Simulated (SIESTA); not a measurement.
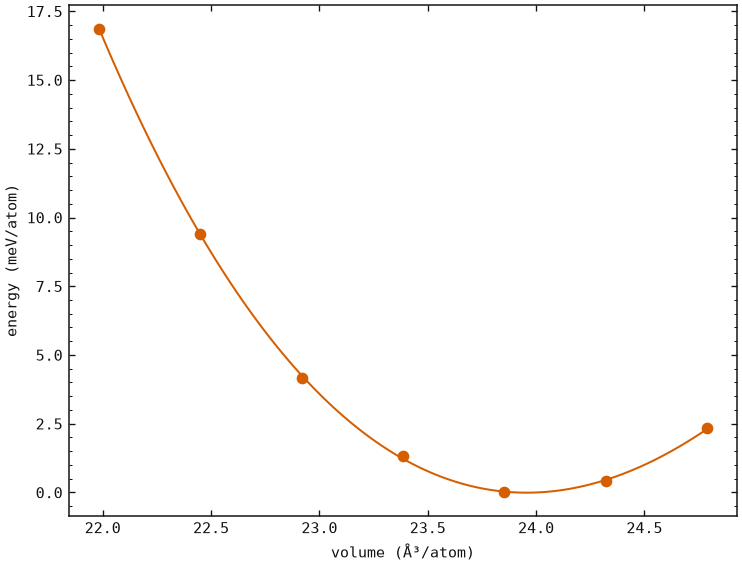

The plot gives the computed energy against volume for Na₂S, space group Fm-3m (No. 225).

Starting cell:
```cif
data_structure
_symmetry_space_group_name_H-M 'P 1'
_symmetry_Int_Tables_number 1
_cell_length_a 4.6294
_cell_length_b 4.6294
_cell_length_c 4.6294
_cell_angle_alpha 60.000
_cell_angle_beta 60.000
_cell_angle_gamma 60.000
_cell_volume 70.16
loop_
_atom_site_label
_atom_site_type_symbol
_atom_site_fract_x
_atom_site_fract_y
_atom_site_fract_z
_atom_site_occupancy
S1 S 0.00000 0.00000 0.00000 1
Na1 Na 0.75000 0.75000 0.75000 1
Na2 Na 0.25000 0.25000 0.25000 1
```

Calculation (SIESTA 5.4.2): DFT in numerical atomic orbitals with pseudopotentials, no spin polarisation; energies at scaled volumes of the given cell, shape and fractions fixed, counted from the fit's minimum, third-order Birch-Murnaghan fit. Level: PBE.

```
         setting                                                                     value
          k mesh                                                                     7×7×7
     occupations                                                               Fermi–Dirac
  smearing width                                                                   0.05 eV
      potentials  PseudoDojo 0.4 standard, converted to PSML, two zetas on semicore shells
program settings                                             basis DZP, mesh cutoff 800 Ry
```

From this curve and the settings, what does the calculation give for the pressure at the same points?

The pressure falls from 2.97 GPa at volume 21.98 Å³/atom to −0.88 GPa at 24.79 Å³/atom, and changes sign near 23.97 Å³/atom.

```csv
volume (Å³/atom),pressure (GPa)
21.98,2.97
22.45,2.16
22.92,1.44
23.39,0.76
23.85,0.14
24.32,-0.41
24.79,-0.88
```

Note: mulliken charges of long orbitals.
